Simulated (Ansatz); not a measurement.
Consider Ir.

The calculation's input:

```
crystal:
  lattice:
    - [-2.1414650393, 2.4917906627, 1.3052948614]
    - [2.4917906627, -2.1414650393, 1.3052948614]
    - [2.4724898926, 2.4724898926, -0.6636728405]
  atoms:
    - { symbol: Ir, position: [0.022001199, 0.977998801, 0.0], spin: 1.0 }
    - { symbol: Ir, position: [0.727998801, 0.272001199, 0.5], spin: 1.0 }
hamiltonian:
  xc: mr2scan
  pseudopotentials:
    kind: paw
    azcp:
      Ir: "pseudopotentials/Ir.paw.azcp"
basis:
  ecutwfc: 500
  fft_grid_basis: typed
kpoints:
  mp_grid: { grid: [21, 21, 15], shift: [0, 0, 0] }
magnetization:
  spin_polarized: true
scf:
  occupations: { method: fermi_dirac, width: 0.05 }
output:
  write_density: true
  write_potential: true
  elf: true
  volumetric_format: npy
```

Below, planes, directions and counts refer to the conventional cell (a = 2.66 Å, b = 6.55 Å, c = 3.56 Å, α = 90.00°, β = 90.00°, γ = 90.00°).

Space group Cmcm; set up as Ir, beta-Sn type; a generated structure, not necessarily the stable one; the program warned that a starting moment wasn't kept; spin-polarised, but the moments vanished.

These are results of Ansatz 0.2.0, DFT, m-r2SCAN, plane waves (500 eV) with PAW, scalar-relativistic, not measurements.

### What will maps of the valence pseudo-density and electron localisation function show?

Ir–Ir (2.66 Å): ρ at the midpoint is about 0.49 e/Å³; the ELF is about 0.35 at the midpoint.

### Does the calculation give a band gap?

It is metallic or semimetallic at this level of theory: no gap opens.

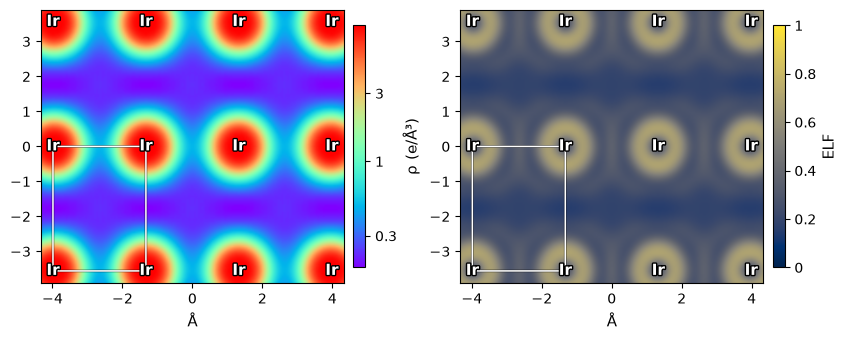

Computed valence pseudo-density and electron localisation function on the (010) plane of the conventional cell, in this order. 

Core electrons are frozen (PAW), and the valence fields are smoothed inside the atomic spheres.
